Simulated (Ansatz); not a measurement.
## Si: nudged elastic band (part 2 of 2)

Si (defect cell, 15 atoms in the cell); DFT with PBE, PAW plane waves, no spin polarisation (Ansatz 0.2.0); cutoff 420 eV, 2×2×2 k-mesh, Gaussian smearing of 0.1 eV. The structure derives from an entry of the Crystallography Open Database.

Geometry of the input (Å; fractional positions):
```
0.0000  5.4176  5.4176
5.4176  0.0000  5.4176
5.4176  5.4176  0.0000
Si -0.0032  -0.0024  0.0034
Si 0.1306  0.1240  0.1225
Si 0.0009  0.0020  0.4999
Si 0.1239  0.1252  0.6263
Si 0.0008  0.5104  -0.0005
Si 0.1249  0.6239  0.1251
Si 0.0015  0.5033  0.5041
Si 0.1197  0.6218  0.6290
Si 0.4987  0.0045  -0.0012
Si 0.6221  0.1234  0.1276
Si 0.4974  0.0066  0.4993
Si 0.6208  0.1257  0.6270
Si 0.4975  0.5008  0.0011
Si 0.6264  0.6238  0.1243
Si 0.5044  0.4945  0.5028
```

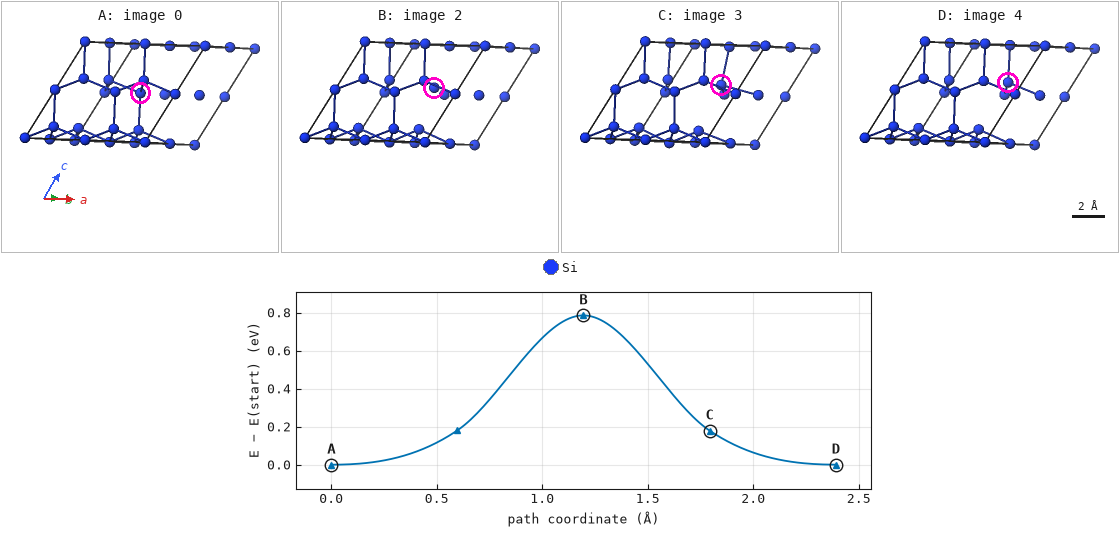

Images of the last band (counted from 0; ball-and-stick, reduced simulation cell, seen at an oblique angle), with the moving atom and its periodic copies ringed, above the energy along the path; the line is a cubic interpolation that uses the forces. The highest image is number 2, 0.785 eV above the start and 0.785 eV above the end (the climbing image); start and end have the same energy. The path is 2.39 Å long, and Si15 moves most (2.26 Å). The band converged in 3 iterations.

```
SCF converged after 6 iterations
Free energy (F): -9532.662919 eV
Harris-Foulkes:  -9532.662919 eV  (|F-HF|=1.84e-9)
Internal energy: -9532.629160 eV  (E = F + TS)
E sigma→0 (E₀):  -9532.646040 eV
Entropy (-TS):   -0.033759 eV (-2.251 meV/atom)
Fermi energy:    5.724552 eV
--- Per-component energies (eV) ---
  E_band       = 49.483653
  E_kinetic    = 591.233986
  E_local      = -435.888417  (includes V_loc(G=0)·N_el)
  E_nonlocal   = 386.435437
  E_hartree    = 117.281473
  E_xc         = -820.645479
  E_vxc        = -691.538657  (∫ρ·V_xc dr)
  E_paw        = -7689.695675  (= ΣΔE_a)
  E_vpaw       = -35.321170  (= ΣTr[D̂ρ^β])
  E_aug_tail   = 0.000094  (compensation charges beyond the density's cutoff)
  E_ewald      = -1681.350580
  E_smearing   = -0.033759  (= −TS)
  E_closure    = -0.000000  (closes the sum)
  Σ components = -9532.662919   (vs F -9532.662919, Δ=0.00e0)
--- Forces (eV/Å), atoms counted from 1 ---
  atom   1  Si    -0.00988441    -0.00804261    -0.00702771
  atom   2  Si     0.01025364     0.00853674     0.00722137
  atom   3  Si     0.00187566     0.00076879    -0.02703984
  atom   4  Si    -0.00137378    -0.00122607     0.02783721
  atom   5  Si    -0.00014737    -0.02838178    -0.00002338
  atom   6  Si    -0.00023281     0.02821582    -0.00000836
  atom   7  Si     0.01474239    -0.01055100    -0.01299037
  atom   8  Si    -0.01607636     0.01089192     0.01222796
  atom   9  Si    -0.03007958    -0.00121658     0.00004243
  atom  10  Si     0.02956337    -0.00069129     0.00159183
  atom  11  Si    -0.01144201     0.01723607    -0.01507334
  atom  12  Si     0.01038042    -0.01464960     0.01319789
  atom  13  Si    -0.00906262    -0.00906486     0.01683194
  atom  14  Si     0.01095026     0.01179354    -0.01781735
  atom  15  Si     0.00053074    -0.00362022     0.00102654
  max |Σ_I F_I| component: 3.19e-6 eV/Å
--- Band table (eV; the first three rows and the last of 8) ---
  k-point 0: bands = ["-5.9840", "-3.7961", "-3.7951", "-3.6156", "-3.1504", "-2.0030", "-2.0027", "-1.8197", "-1.8188", "-1.5767", "-1.3152", "-1.0744", "-1.0162", "-1.0153", "1.1306", "2.8549", "3.0658", "3.0662", "3.4155", "3.4364", "3.4367", "4.4862", "4.6922", "4.6935", "5.1590", "5.1594", "5.2100", "5.2112", "5.3687", "6.3588", "6.3597", "6.5403", "6.5408", "6.5666", "6.7054", "7.1496", "7.4056", "7.4057", "7.4159", "7.4176", "7.6309", "8.4378", "8.4381", "8.4929", "9.0286"]
  k-point 1: bands = ["-5.3821", "-4.9767", "-3.5171", "-3.4543", "-3.4471", "-3.2404", "-2.5534", "-2.5475", "-0.5885", "-0.5378", "-0.4972", "-0.3329", "-0.3117", "1.0340", "1.9777", "2.0933", "2.3117", "2.3219", "2.3282", "2.6951", "3.3799", "3.5490", "3.5713", "3.7460", "3.8675", "3.9015", "4.3922", "4.5387", "5.0298", "5.1243", "6.6810", "6.7806", "7.0193", "7.2857", "7.2941", "7.3239", "7.4862", "7.9015", "7.9051", "8.4206", "9.2546", "9.4701", "9.4776", "9.9169", "10.2959"]
  k-point 2: bands = ["-5.3821", "-4.9770", "-3.5167", "-3.4546", "-3.4469", "-3.2398", "-2.5527", "-2.5486", "-0.5888", "-0.5374", "-0.4972", "-0.3344", "-0.3119", "1.0335", "1.9780", "2.0932", "2.3120", "2.3225", "2.3291", "2.6957", "3.3811", "3.5495", "3.5712", "3.7455", "3.8682", "3.9013", "4.3924", "4.5381", "5.0300", "5.1234", "6.6810", "6.7795", "7.0178", "7.2848", "7.2940", "7.3240", "7.4869", "7.9015", "7.9046", "8.4201", "9.2552", "9.4701", "9.4767", "9.9172", "10.2958"]
  k-point 7: bands = ["-5.2650", "-5.0944", "-3.5313", "-3.5303", "-3.2335", "-3.2329", "-3.1765", "-2.0403", "-0.5421", "-0.5418", "-0.4621", "-0.2509", "-0.2498", "1.2992", "1.9085", "2.0463", "2.2604", "2.2611", "2.2776", "2.2782", "3.0915", "3.4392", "3.5587", "3.7805", "4.0079", "4.0083", "4.1948", "4.1950", "5.6923", "5.6940", "6.0002", "6.0004", "7.4241", "7.4247", "7.5648", "7.5655", "7.5846", "7.6018", "8.7736", "8.8323", "9.5231", "9.5252", "9.9321", "9.9334", "10.3663"]
this run last wrote the band of iteration 3 to [file]
--- NEB band (5 images, 3 band iterations, 79 SCF iterations, 35 more in tests of the images' electronic states and relaxations of end points) ---
  forward barrier  = 0.784893 eV
  backward barrier = 0.784721 eV
  lagrangian_above_aufbau_ev (what the smearing adds, to first order; not taken off the barriers): saddle image -0.030106 eV, end points -0.024697 and -0.024055 eV
  climbing image's point = of an order that was not read
  energies are F+E_penalty+E_count in eV, relative to image 0
  image     s (Å)  Δ vs image 0  max|band force component| (eV/Å)
      0    0.0000      0.000000                                 —
      1    0.5970      0.179888                          3.254e-2
  *   2    1.1944      0.784893                          3.006e-2
      3    1.7926      0.179388                          3.211e-2
      4    2.3904      0.000172                                 —
  climbing-image geometry (image 2):
  cell:  # Å, volume = 318.0195 Å³
    - [0.0, 5.417612, 5.417612]
    - [5.417612, 0.0, 5.417612]
    - [5.417612, 5.417612, 0.0]
  atoms:
    - { symbol: Si, position: [-0.0010576817498824849, 0.0008665370246009034, 0.0009414574788282401] }
    - { symbol: Si, position: [0.12432738438790314, 0.12618087680321072, 0.12630738357862512] }
    - { symbol: Si, position: [-0.0010700819797431222, 0.0007973038481264833, 0.5020846742344334] }
    - { symbol: Si, position: [0.12427749539520977, 0.12623708442901654, 0.6251546404606523] }
    - { symbol: Si, position: [-0.001003799690749263, 0.50197059913389, 0.0009875304146277353] }
    - { symbol: Si, position: [0.1243775164100902, 0.6250952027015007, 0.12629552760714213] }
    - { symbol: Si, position: [-0.009775741087697853, 0.5018152717475556, 0.5018822005136919] }
    - { symbol: Si, position: [0.1331881776437403, 0.6251945716624692, 0.6254451312943153] }
    - { symbol: Si, position: [0.5000876384435443, 0.0007984809316310126, 0.0009985743921345214] }
    - { symbol: Si, position: [0.6231837058615262, 0.12621323332510287, 0.12627901817536363] }
    - { symbol: Si, position: [0.4998661514653731, -0.008077419660698582, 0.5018381657093679] }
    - { symbol: Si, position: [0.6233317588969312, 0.13470481374062832, 0.625447784938132] }
    - { symbol: Si, position: [0.49995565894179816, 0.5017814205700484, -0.0077140945540039585] }
    - { symbol: Si, position: [0.6234254216382116, 0.6252108172452389, 0.13539531965784735] }
    - { symbol: Si, position: [0.5617249804237447, 0.5636258164976786, 0.5634525560988414] }
```

## The last band as extended XYZ (Å, eV, eV/Å)
```
15
Lattice="0.0000 5.4176 5.4176 5.4176 0.0000 5.4176 5.4176 5.4176 0.0000" Properties=species:S:1:pos:R:3:forces:R:3 image=0 energy=-9533.44781
Si    0.0092    0.0009    0.0025    0.0028  -0.0034  -0.0003
Si    1.3650    1.3564    1.3567   -0.0009   0.0001   0.0004
Si    2.7199    2.7133    0.0031    0.0010   0.0018   0.0009
Si    4.0752    4.0644    1.3577   -0.0002   0.0000   0.0043
Si    2.7219    0.0005    2.7099   -0.0023   0.0053  -0.0002
Si    4.0759    1.3539    4.0636   -0.0024  -0.0018  -0.0005
Si    5.4590    2.6855    2.6887   -0.0119  -0.0032  -0.0102
Si    6.7857    4.0688    4.0674    0.0008   0.0003  -0.0002
Si    0.0072    2.7131    2.7081   -0.0010  -0.0030  -0.0006
Si    1.3602    4.0643    4.0643    0.0002   0.0004   0.0017
Si    2.6914    5.4444    2.6867    0.0032   0.0058  -0.0006
Si    4.0703    6.7789    4.0627    0.0029  -0.0008   0.0003
Si    2.6917    2.6822    5.4406   -0.0032   0.0046   0.0037
Si    4.0720    4.0653    6.7697    0.0010  -0.0002   0.0028
Si    5.4517    5.4502    5.4421    0.0099  -0.0059  -0.0015
15
Lattice="0.0000 5.4176 5.4176 5.4176 0.0000 5.4176 5.4176 5.4176 0.0000" Properties=species:S:1:pos:R:3:forces:R:3 image=1 energy=-9533.26792
Si   -0.0004   -0.0095   -0.0103    0.0076   0.0084   0.0096
Si    1.3550    1.3460    1.3452    0.0188   0.0185   0.0165
Si    2.7014    2.6924   -0.0292    0.0108   0.0105  -0.0372
Si    4.0527    4.0433    1.3290    0.0070   0.0069  -0.0147
Si    2.7017   -0.0277    2.6918    0.0088  -0.0374   0.0096
Si    4.0527    1.3301    4.0431    0.0078  -0.0133   0.0076
Si    5.4027    2.7377    2.7370    0.0123   0.1523   0.1506
Si    6.7557    4.1407    4.1394    0.0058   0.0620   0.0645
Si   -0.0191    2.6929    2.6913   -0.0376   0.0078   0.0103
Si    1.3387    4.0436    4.0427   -0.0130   0.0070   0.0090
Si    2.7462    5.3932    2.7364    0.1538   0.0153   0.1512
Si    4.1490    6.7466    4.1386    0.0613   0.0068   0.0650
Si    2.7464    2.7377    5.3929    0.1527   0.1533   0.0140
Si    4.1494    4.1410    6.7457    0.0590   0.0600   0.0050
Si    5.7742    5.7662    5.7649   -0.4551  -0.4581  -0.4611
15
Lattice="0.0000 5.4176 5.4176 5.4176 0.0000 5.4176 5.4176 5.4176 0.0000" Properties=species:S:1:pos:R:3:forces:R:3 image=2 energy=-9532.66292
Si    0.0098   -0.0006   -0.0010   -0.0099  -0.0080  -0.0070
Si    1.3679    1.3578    1.3572    0.0103   0.0085   0.0072
Si    2.7244    2.7143   -0.0015    0.0019   0.0008  -0.0270
Si    4.0707    4.0601    1.3572   -0.0014  -0.0012   0.0278
Si    2.7248   -0.0001    2.7140   -0.0001  -0.0284   0.0000
Si    4.0707    1.3580    4.0604   -0.0002   0.0282   0.0000
Si    5.4376    2.6660    2.6657    0.0147  -0.0106  -0.0130
Si    6.7755    4.1100    4.1086   -0.0161   0.0109   0.0122
Si    0.0097    2.7147    2.7136   -0.0301  -0.0012   0.0000
Si    1.3679    4.0603    4.0599    0.0296  -0.0007   0.0016
Si    2.6750    5.4268    2.6643   -0.0114   0.0172  -0.0151
Si    4.1182    6.7654    4.1067    0.0104  -0.0146   0.0132
Si    2.6767    2.6668    5.4270   -0.0091  -0.0091   0.0168
Si    4.1207    4.1110    6.7646    0.0109   0.0118  -0.0178
Si    6.1061    6.0958    6.0967    0.0005  -0.0036   0.0010
15
Lattice="0.0000 5.4176 5.4176 5.4176 0.0000 5.4176 5.4176 5.4176 0.0000" Properties=species:S:1:pos:R:3:forces:R:3 image=3 energy=-9533.26842
Si    0.0227    0.0113    0.0109   -0.0186  -0.0174  -0.0163
Si    1.3781    1.3668    1.3664   -0.0071  -0.0082  -0.0094
Si    2.7425    2.7312    0.0266   -0.0072  -0.0071   0.0155
Si    4.0939    4.0821    1.3849   -0.0113  -0.0097   0.0364
Si    2.7429    0.0279    2.7312   -0.0077   0.0146  -0.0086
Si    4.0937    1.3859    4.0826   -0.0093   0.0363  -0.0101
Si    5.4575    2.6348    2.6348   -0.0078  -0.0610  -0.0629
Si    6.8102    4.0381    4.0370   -0.0132  -0.1529  -0.1511
Si    0.0390    2.7317    2.7307    0.0136  -0.0082  -0.0088
Si    1.3969    4.0822    4.0823    0.0374  -0.0089  -0.0096
Si    2.6456    5.4455    2.6338   -0.0598  -0.0075  -0.0626
Si    4.0478    6.7995    4.0352   -0.1521  -0.0125  -0.1493
Si    2.6463    2.6353    5.4464   -0.0606  -0.0610  -0.0056
Si    4.0499    4.0391    6.7985   -0.1539  -0.1538  -0.0150
Si    6.4384    6.4273    6.4272    0.4574   0.4571   0.4571
15
Lattice="0.0000 5.4176 5.4176 5.4176 0.0000 5.4176 5.4176 5.4176 0.0000" Properties=species:S:1:pos:R:3:forces:R:3 image=4 energy=-9533.44764
Si    0.0129    0.0002   -0.0019    0.0008   0.0042   0.0065
Si    1.3674    1.3556    1.3542    0.0086  -0.0007  -0.0025
Si    2.7217    2.7053   -0.0043    0.0040  -0.0013   0.0130
Si    4.0752    4.0597    1.3499    0.0003  -0.0060   0.0068
Si    2.7175    0.0033    2.7139    0.0083   0.0195  -0.0013
Si    4.0726    1.3583    4.0668   -0.0088  -0.0013  -0.0078
Si    5.4266    2.7077    2.7086   -0.0117   0.0013   0.0016
Si    6.7536    4.0891    4.0902    0.0040   0.0036  -0.0134
Si    0.0172    2.7127    2.7076    0.0109   0.0049  -0.0020
Si    1.3718    4.0636    4.0638    0.0017  -0.0066   0.0003
Si    2.7254    5.4144    2.7067   -0.0031  -0.0131  -0.0006
Si    4.1072    6.7450    4.0824   -0.0146   0.0047   0.0114
Si    2.7228    2.7132    5.4246   -0.0003  -0.0055  -0.0165
Si    4.1048    4.0988    6.7509   -0.0004  -0.0149   0.0027
Si    6.7585    6.7439    6.7499    0.0004   0.0111   0.0019
```
